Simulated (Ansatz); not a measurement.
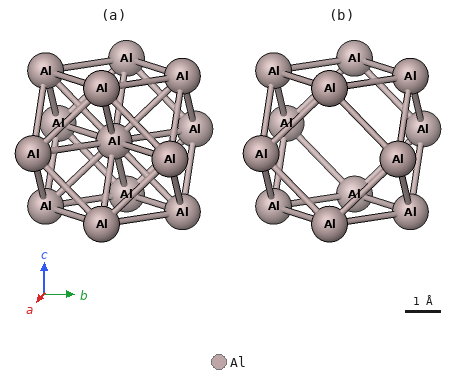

Left: perfect Al. Right: the same region with one point defect, after relaxing the atoms in a supercell of 8 sites. The picture is a ball-and-stick view of the atoms within 3.3 Å of one point, seen slightly off an axis.

Method: DFT PBE, scalar-relativistic, plane waves, PAW in Ansatz 0.2.0. (plane-wave cutoff 420 eV; k-point mesh 6 × 6 × 6; occupations gaussian; smearing width 0.1 eV; no spin polarisation) The cell is small and the k-mesh coarse, so the numbers are rough. The axes drawn are those of the host's conventional cell.

Question: Which defect is it?

Answer: An aluminium atom is taken out (a vacancy).

The charge state of the cell is 0.

Question: How does the lattice respond?

Answer: Around the empty Al site the host had 12 Al at 2.86 Å; after relaxation the nearest atoms are 12 Al at 2.86 Å. Of the host's atoms, an aluminium atom moves furthest from its site, by 0.00 Å. At a tolerance of 0.02 Å the relaxed supercell has space group Fm-3m.
